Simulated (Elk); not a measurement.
## KCrF3: moments or none

Aim: find out whether KCrF3 carries moments when they start parallel, and what they gain.

Program: Elk 11.2.3 (patched build). Level of theory: LDA (Perdew-Wang); all-electron APW+lo, Dirac cores, scalar-relativistic bands. Results are calculated unless marked as measured.

**1. Set-up**

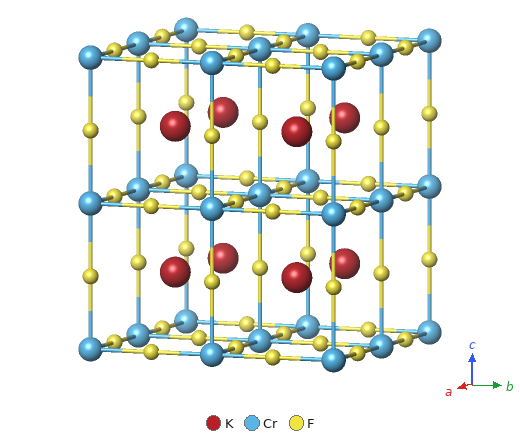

The cell as given, slightly off an axis (potassium red, chromium blue, fluorine yellow). 2×2×2 cells are drawn. Some periodic images of atoms are drawn too.

Structure file:

```cif
data_structure
_symmetry_space_group_name_H-M 'P 1'
_symmetry_Int_Tables_number 1
_cell_length_a 4.0936
_cell_length_b 4.0936
_cell_length_c 4.6006
_cell_angle_alpha 90.000
_cell_angle_beta 90.000
_cell_angle_gamma 90.000
_cell_volume 77.10
loop_
_atom_site_label
_atom_site_type_symbol
_atom_site_fract_x
_atom_site_fract_y
_atom_site_fract_z
_atom_site_occupancy
K1 K 0.50000 0.50000 0.50000 1
Cr2 Cr 0.00000 0.00000 0.00000 1
F3 F 0.00000 0.00000 0.50000 1
F4 F 0.00000 0.50000 0.00000 1
F5 F 0.50000 0.00000 0.00000 1
```

The cell comes from a database of computed structures and need not be the stable phase.

**2. Run 1 (ferro +)**

The parallel start comes first: it fits the smallest cell, keeps the most symmetry and shows whether parallel moments form.

The last three numbers of an atom's line are a seed field in its sphere. It points against the wanted moment and shrinks by the factor reducebf each loop.

File elk.in:

```
tasks
  0
  33
  73

xctype
  3

rgkmax
  7.0

nempty
  12

swidth
  0.002

reducebf
  0.6

epsengy
  1e-05

maxscl
  100

lmaxi
  2

spincore
  .true.

lmaxapw
  6

lmaxo
  4

spinpol
  .true.

sppath
  './'

avec
  7.73580176103 0.00000000000 0.00000000000
  0.00000000000 7.73580176103 0.00000000000
  0.00000000000 0.00000000000 8.69394392882

atoms
  3
  'K.in'
  1
  0.5000000000 0.5000000000 0.5000000000   0.000000 0.000000 0.000000
  'Cr.in'
  1
  0.0000000000 0.0000000000 0.0000000000   0.000000 0.000000 -0.450000
  'F.in'
  3
  0.0000000000 0.0000000000 0.5000000000   0.000000 0.000000 0.000000
  0.0000000000 0.5000000000 0.0000000000   0.000000 0.000000 0.000000
  0.5000000000 0.0000000000 0.0000000000   0.000000 0.000000 0.000000

ngridk
  6 6 6

plot3d
  0 0 0
  1 0 0
  0 1 0
  0 0 1
  21 21 24
```

On the command line:

```sh
$ OMP_NUM_THREADS=2 elk
```

Numbers of over 12 decimals in the logs are rounded to 6 here.

What it wrote:

```text
┌─────────────────────────┐
│ Elk code version 11.2.3 │
└─────────────────────────┘

All units are atomic (Hartree, Bohr, etc.)

┌─────────────────────────────────────────────────┐
│ Ground-state run starting from atomic densities │
└─────────────────────────────────────────────────┘

Lattice vectors :
   7.735801761       0.000000000       0.000000000
   0.000000000       7.735801761       0.000000000
   0.000000000       0.000000000       8.693943929

Reciprocal lattice vectors :
  0.8122216030       0.000000000       0.000000000
   0.000000000      0.8122216030       0.000000000
   0.000000000       0.000000000      0.7227082851

Unit cell volume      :    520.2684601
Brillouin zone volume :   0.4767734977

Muffin-tin inner radius fraction :   0.1000000000E-01

Nuclei treated as point charges

Species : 1 (K)
 parameters loaded from : K.in
 name : potassium
 nuclear charge    :   -19.00000000
 electronic charge :    19.00000000
 atomic mass :    71271.84090
 muffin-tin radius :    2.400000000
 number of radial points in muffin-tin :    497
 inner part over the whole radius :   0.9891652203E-02
 number on inner part of muffin-tin    :    349
 approximate nuclear radius :   0.6514746337E-04
 number of mesh points to nuclear radius :    160
 atomic positions (lattice), magnetic fields (Cartesian) :
  1 :   0.00000000  0.00000000  0.00000000    0.00000000  0.00000000  0.00000000

Species : 2 (Cr)
 parameters loaded from : Cr.in
 name : chromium
 nuclear charge    :   -24.00000000
 electronic charge :    24.00000000
 atomic mass :    94783.09202
 muffin-tin radius :    2.082491389
 number of radial points in muffin-tin :    497
 inner part over the whole radius :   0.9966004077E-02
 number on inner part of muffin-tin    :    349
 approximate nuclear radius :   0.6987106690E-04
 number of mesh points to nuclear radius :    166
 atomic positions (lattice), magnetic fields (Cartesian) :
  1 :   0.50000000  0.50000000  0.50000000    0.00000000  0.00000000 -0.45000000

Species : 3 (F)
 parameters loaded from : F.in
 name : fluorine
 nuclear charge    :   -9.000000000
 electronic charge :    9.000000000
 atomic mass :    34631.97045
 muffin-tin radius :    1.735409491
 number of radial points in muffin-tin :    297
 inner part over the whole radius :   0.9645426875E-02
 number on inner part of muffin-tin    :    204
 approximate nuclear radius :   0.5278478738E-04
 number of mesh points to nuclear radius :     89
 atomic positions (lattice), magnetic fields (Cartesian) :
  1 :   0.50000000  0.50000000  0.00000000    0.00000000  0.00000000  0.00000000
  2 :   0.50000000  0.00000000  0.50000000    0.00000000  0.00000000  0.00000000
  3 :   0.00000000  0.50000000  0.50000000    0.00000000  0.00000000  0.00000000

Total number of atoms per unit cell :    5
Total muffin-tin volume :    161.4133746
 ratio of muffin-tin to unit cell volume :   0.3102501631

Spin treatment :
 spin-polarised
 spin-polarised core states
 global magnetic field (Cartesian) :    0.000000000       0.000000000       0.000000000
 collinear magnetisation in z-direction

Number of Bravais lattice symmetries :   16
Number of crystal symmetries         :   16
Crystal has inversion symmetry
Real symmetric eigensolver will be used

k-point grid :      6     6     6
k-point offset :    0.000000000       0.000000000       0.000000000
k-point set is reduced with full crystal symmetry group
Total number of k-points :       40

Muffin-tin radius times maximum |G+k| :    7.000000000
 using average radius
Maximum |G+k| for APW functions       :    3.612448342
Maximum (1/2)|G+k|²                   :    6.524891510
Maximum |G| for potential and density :    12.00000000
Constant for pseudocharge density :    7
 order of it for each species :   12  12  12
 order of it for pair densities of each species (exact exchange by exxq0 0: 12) :   12  11   7
Radial integration step length :    1

G-vector grid sizes :     30    30    35
Number of G-vectors :    15145

Maximum angular momentum used for
 APW functions            :    6
 outer part of muffin-tin :    4
 inner part of muffin-tin :    2

Total nuclear charge    :   -70.00000000
Total core charge       :    26.00000000
Total valence charge    :    44.00000000
Total excess charge     :    0.000000000
Total electronic charge :    70.00000000

Effective Wigner radius, rₛ :    1.210636090

Number of empty states         :     60
Total number of valence states :    166
Total number of core states    :     26

Third-order local-orbitals added for an l without core states : T
Total number of local-orbitals :     64

Exchange-correlation functional :      3     0     0
 Perdew-Wang/Ceperley-Alder, Phys. Rev. B 45, 13244 (1992)
 gradient requirement :    0
 local density approximation (LDA)

Smearing type :    3
 Fermi-Dirac
Smearing width :   0.2000000000E-02
Effective electronic temperature (K) :    631.5500496

Mixing type :    3
 Broyden mixing, J. Phys. A: Math. Gen. 17, L317 (1984)

Kohn-Sham potential initialised from atomic data

┌──────────────────────────────┐
│ Self-consistent loop started │
└──────────────────────────────┘

┌─────────────────┐
│ Loop number : 1 │
└─────────────────┘

Energies :
 Fermi                       :     0.118383
 sum of occupied eigenvalues :     -1115.9782922133
 electron kinetic            :      1962.0912253734
 core electron kinetic       :      1749.7396964527
 Coulomb                     :     -3801.4850568482
 Coulomb potential           :     -2932.9694207876
 nuclear-nuclear             :     -315.19311768073
 electron-nuclear            :     -4048.5324541040
 Hartree                     :      562.24051493657
 Madelung                    :     -2335.0003464544
 xc potential                :     -144.95389810356
 xc effective B-field        :    -0.193376
 external B-field            :      0.000000
 exchange                    :     -102.95663623447
 correlation                 :     -5.474872
 electron entropic           :    -0.69718182882861E-03
 total energy                :     -1947.8260369394
 (external B-field energy excluded from total)

Density of states at Fermi energy :    53.52401990
 (states/Hartree/unit cell)

Estimated indirect band gap :   0.7353050800E-03
 from k-point 22 to k-point 25
Estimated direct band gap   :   0.6435125363E-02
 at k-point 3

Charges :
 core                        :    26.00000000
 valence                     :    44.00000000
 interstitial                :    4.714761869
 muffin-tins (core leakage)
  species : 1 (K)
   atom 1                    :    17.53317691     ( -0.3352398135E-05)
  species : 2 (Cr)
   atom 1                    :    21.34457571     ( -0.3447252558E-05)
  species : 3 (F)
[...]
species : 2 (Cr)
   atom 1                    :    3.057675703
  species : 3 (F)
   atom 1                    :   0.3684718485E-01
   atom 2                    :   0.4314052363E-01
   atom 3                    :   0.4314052363E-01
 total in muffin-tins        :    3.190826974
 total moment                :    3.751155244

┌─────────────────┐
│ Loop number : 2 │
└─────────────────┘

Energies :
 Fermi                       :     0.116772
 sum of occupied eigenvalues :     -1115.9586167300
 electron kinetic            :      1962.0466060523
 core electron kinetic       :      1749.6766184330
 Coulomb                     :     -3801.5755288634
 Coulomb potential           :     -2932.7483679034
 nuclear-nuclear             :     -315.19311768073
 electron-nuclear            :     -4048.9361743116
 Hartree                     :      562.55376312891
 Madelung                    :     -2335.2013449117
 xc potential                :     -145.11154198694
 xc effective B-field        :    -0.197826
 external B-field            :      0.000000
 exchange                    :     -102.96353721580
 correlation                 :     -5.474758
 electron entropic           :    -0.70642036712106E-03
 total energy                :     -1947.9679245247
 (external B-field energy excluded from total)

Density of states at Fermi energy :    55.23700238
 (states/Hartree/unit cell)

Estimated indirect band gap :   0.5480894427E-03
 from k-point 22 to k-point 25
Estimated direct band gap   :   0.4243574420E-02
 at k-point 15

Charges :
 core                        :    26.00000000
 valence                     :    44.00000000
 interstitial                :    4.708729617
 muffin-tins (core leakage)
  species : 1 (K)
   atom 1                    :    17.53224033     ( -0.3352433154E-05)
  species : 2 (Cr)
   atom 1                    :    21.37481742     ( -0.3447258766E-05)
  species : 3 (F)
   atom 1                    :    8.790782930     ( -0.4551326874E-05)
   atom 2                    :    8.796714849     ( -0.4551322238E-05)
   atom 3                    :    8.796714849     ( -0.4551322238E-05)
 total in muffin-tins        :    65.29127038
 total calculated charge     :    69.99714813
 total charge                :    70.00000000
 error                       :   0.2851870047E-02

Moments :
 interstitial                :   0.5523252913
 muffin-tins
  species : 1 (K)
   atom 1                    :   0.9290700403E-02
  species : 2 (Cr)
   atom 1                    :    3.083951697
  species : 3 (F)
   atom 1                    :   0.3664311608E-01
   atom 2                    :   0.4304743559E-01
   atom 3                    :   0.4304743559E-01
 total in muffin-tins        :    3.215980385
 total moment                :    3.768305676

RMS change in Kohn-Sham potential (target) :   0.3386034780     (  0.1000000000E-05)
Absolute change in total energy (target)   :   0.1418875853     (  0.1000000000E-04)

[... loops 3 to 17 left out ...]

┌──────────────────┐
│ Loop number : 18 │
└──────────────────┘

Energies :
 Fermi                       :     0.136725
 sum of occupied eigenvalues :     -1110.4229648438
 electron kinetic            :      1961.7619244543
 core electron kinetic       :      1749.8511326517
 Coulomb                     :     -3801.2793533035
 Coulomb potential           :     -2929.1457426709
 nuclear-nuclear             :     -315.19311768073
 electron-nuclear            :     -4051.9550596092
 Hartree                     :      565.86882398641
 Madelung                    :     -2336.7064819681
 xc potential                :     -142.80146855127
 xc effective B-field        :    -0.237677
 external B-field            :      0.000000
 exchange                    :     -102.74570276739
 correlation                 :     -5.462022
 electron entropic           :    -0.46367890835013E-03
 total energy                :     -1947.7256171450
 (external B-field energy excluded from total)

Density of states at Fermi energy :    36.84899682
 (states/Hartree/unit cell)

Estimated indirect band gap :   0.3373812096E-02
 from k-point 25 to k-point 13
Estimated direct band gap   :   0.1175110652E-01
 at k-point 35

Charges :
 core                        :    26.00000000
 valence                     :    44.00000000
 interstitial                :    4.969134206
 muffin-tins (core leakage)
  species : 1 (K)
   atom 1                    :    17.56709702     ( -0.3353973057E-05)
  species : 2 (Cr)
   atom 1                    :    21.91688329     ( -0.3447289714E-05)
  species : 3 (F)
   atom 1                    :    8.483505236     ( -0.4551308796E-05)
   atom 2                    :    8.531690126     ( -0.4551301757E-05)
   atom 3                    :    8.531690126     ( -0.4551301757E-05)
 total in muffin-tins        :    65.03086579
 total calculated charge     :    69.99724004
 total charge                :    70.00000000
 error                       :   0.2759956219E-02

Moments :
 interstitial                :   0.4527142634
 muffin-tins
  species : 1 (K)
   atom 1                    :   0.2207619423E-02
  species : 2 (Cr)
   atom 1                    :    3.463309611
  species : 3 (F)
   atom 1                    :   0.1841960323E-01
   atom 2                    :   0.3158233805E-01
   atom 3                    :   0.3158233805E-01
 total in muffin-tins        :    3.547101510
 total moment                :    3.999815773

RMS change in Kohn-Sham potential (target) :   0.1049049494E-06 (  0.1000000000E-05)
Absolute change in total energy (target)   :   0.2913090611E-05 (  0.1000000000E-04)

Convergence targets achieved

┌──────────────────┐
│ Loop number : 19 │
└──────────────────┘

Energies :
 Fermi                       :     0.136725
 sum of occupied eigenvalues :     -1110.4229667274
 electron kinetic            :      1961.7619233812
 core electron kinetic       :      1749.8511332118
 Coulomb                     :     -3801.2793508498
 Coulomb potential           :     -2929.1457430924
 nuclear-nuclear             :     -315.19311768073
 electron-nuclear            :     -4051.9550542781
 Hartree                     :      565.86882110904
 Madelung                    :     -2336.7064793036
 xc potential                :     -142.80146952333
 xc effective B-field        :    -0.237677
 external B-field            :      0.000000
 exchange                    :     -102.74570263032
 correlation                 :     -5.462022
 electron entropic           :    -0.46367906138291E-03
 total energy                :     -1947.7256156203
 (external B-field energy excluded from total)

Density of states at Fermi energy :    36.84901271
 (states/Hartree/unit cell)

Estimated indirect band gap :   0.3373806160E-02
 from k-point 25 to k-point 13
Estimated direct band gap   :   0.1175110569E-01
 at k-point 35

Charges :
 core                        :    26.00000000
 valence                     :    44.00000000
 interstitial                :    4.969134230
 muffin-tins (core leakage)
  species : 1 (K)
   atom 1                    :    17.56709700     ( -0.3353973606E-05)
  species : 2 (Cr)
   atom 1                    :    21.91688317     ( -0.3447289854E-05)
  species : 3 (F)
   atom 1                    :    8.483505349     ( -0.4551308786E-05)
   atom 2                    :    8.531690128     ( -0.4551301890E-05)
   atom 3                    :    8.531690128     ( -0.4551301890E-05)
 total in muffin-tins        :    65.03086577
 total calculated charge     :    69.99724004
 total charge                :    70.00000000
 error                       :   0.2759956332E-02

Moments :
 interstitial                :   0.4527160544
 muffin-tins
  species : 1 (K)
   atom 1                    :   0.2207643451E-02
  species : 2 (Cr)
   atom 1                    :    3.463309491
  species : 3 (F)
   atom 1                    :   0.1841893280E-01
   atom 2                    :   0.3158182584E-01
   atom 3                    :   0.3158182584E-01
 total in muffin-tins        :    3.547099719
 total moment                :    3.999815773

┌──────────────────────────────┐
│ Self-consistent loop stopped │
└──────────────────────────────┘

Wrote STATE.OUT
```

The job ended after 5.2 min (2 threads of Intel Xeon Platinum 8488C (Sapphire Rapids), shared host; peak memory 0.12 GiB; 10 min of CPU time).

Spin moment in the muffin-tin sphere by atom:

| atom | spin moment in the muffin-tin sphere (μB) |
| --- | --- |
| K1 | 0.00 |
| Cr2 | 3.46 |
| F3 | 0.02 |
| F4 | 0.03 |
| F5 | 0.03 |

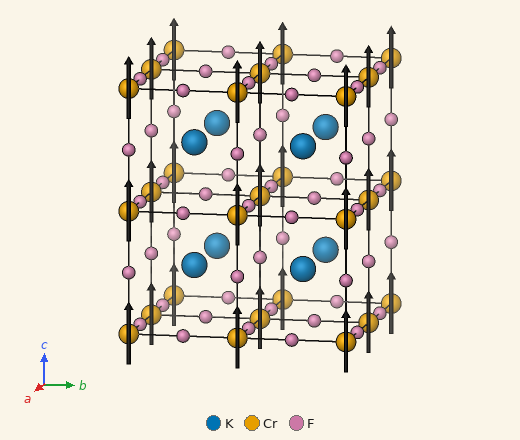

Spin moment in the muffin-tin sphere as arrows, the longest 3.46 μB. Up and down stand for the sign. Arrows give size and sign along the axis of quantisation, drawn up and down the page. 2×2×2 cells are drawn. Some periodic images of atoms are drawn too.

This step gave:

- density of states at the Fermi level: 1.354 states/eV/cell
- moment between the spheres: 0.4527 μB
- magnetization: 4.000 μB
- final state: ferromagnetic

After 19 cycles the largest moment stands at 3.46 μB.

(Continued in part 2 of 2.)

[Logs and program files are shortened in this print: banners, set-up blocks, solver, clock and traceback lines can be left out without a mark of their own.]

[Logs are printed without paths, hosts, clocks, repeated set-up lines and the standing remarks that a program may print on its own settings, such as how far it seeks lower states.]

[Hosts, paths, dates, database ids (printed as entryN), source tags and the programs' standing remarks are cut or masked in the printed files.]

[Where a cell is said to come from a database of computed structures, the database is the Materials Project.]
